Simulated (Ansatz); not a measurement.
Consider Mo (slab).

```cif
data_structure
_symmetry_space_group_name_H-M 'P 1'
_symmetry_Int_Tables_number 1
_cell_length_a 8.1325
_cell_length_b 8.1325
_cell_length_c 20.4268
_cell_angle_alpha 90.000
_cell_angle_beta 90.000
_cell_angle_gamma 109.471
_cell_volume 1273.73
loop_
_atom_site_label
_atom_site_type_symbol
_atom_site_fract_x
_atom_site_fract_y
_atom_site_fract_z
_atom_site_occupancy
Mo1 Mo 0.16667 0.16667 0.39164 1
Mo2 Mo 0.16667 0.50000 0.39164 1
Mo3 Mo 0.16667 0.83333 0.39164 1
Mo4 Mo 0.50000 0.16667 0.39164 1
Mo5 Mo 0.50000 0.50000 0.39164 1
Mo6 Mo 0.50000 0.83333 0.39164 1
Mo7 Mo 0.83333 0.16667 0.39164 1
Mo8 Mo 0.83333 0.50000 0.39164 1
Mo9 Mo 0.83333 0.83333 0.39164 1
Mo10 Mo 0.33333 0.33333 0.49684 1
Mo11 Mo 0.33333 0.66667 0.49684 1
Mo12 Mo 0.33333 0.00000 0.49684 1
Mo13 Mo 0.66667 0.33333 0.49684 1
Mo14 Mo 0.66667 0.66667 0.49684 1
Mo15 Mo 0.66667 0.00000 0.49684 1
Mo16 Mo 0.00000 0.33333 0.49684 1
Mo17 Mo 0.00000 0.66667 0.49684 1
Mo18 Mo 0.00000 0.00000 0.49684 1
Mo19 Mo 0.50000 0.50000 0.60203 1
Mo20 Mo 0.50000 0.83333 0.60203 1
Mo21 Mo 0.50000 0.16667 0.60203 1
Mo22 Mo 0.83333 0.50000 0.60203 1
Mo23 Mo 0.83333 0.83333 0.60203 1
Mo24 Mo 0.83333 0.16667 0.60203 1
Mo25 Mo 0.16667 0.50000 0.60203 1
Mo26 Mo 0.16667 0.83333 0.60203 1
Mo27 Mo 0.16667 0.16667 0.60203 1
```

Computed without spin polarisation.

Level of theory: Ansatz, DFT PBE+D3(BJ), scalar-relativistic, plane waves, PAW.

> Predict the valence pseudo-density and electron localisation function between the atoms.

Mo–Mo (2.66 Å): ρ is about 0.43 e/Å³ halfway; the ELF is about 0.30 at the midpoint.

> Metal or insulator at this level of theory?

It is metallic or semimetallic at this level of theory: no gap opens.

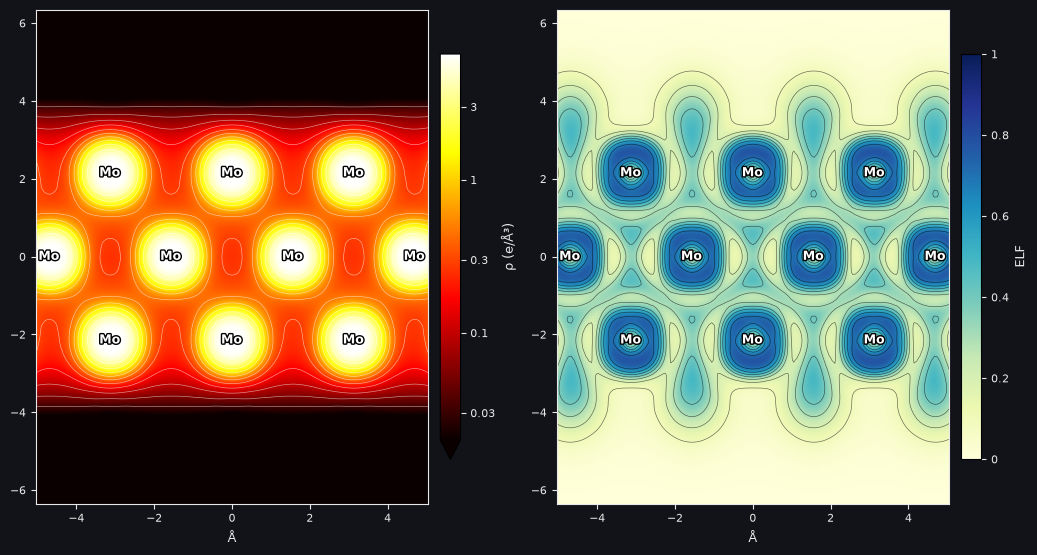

Computed valence pseudo-density and electron localisation function on the (11̄0) plane of the calculation cell, a cut from vacuum to vacuum, in this order. 

Core electrons are frozen (PAW), and the valence fields are smoothed inside the atomic spheres.
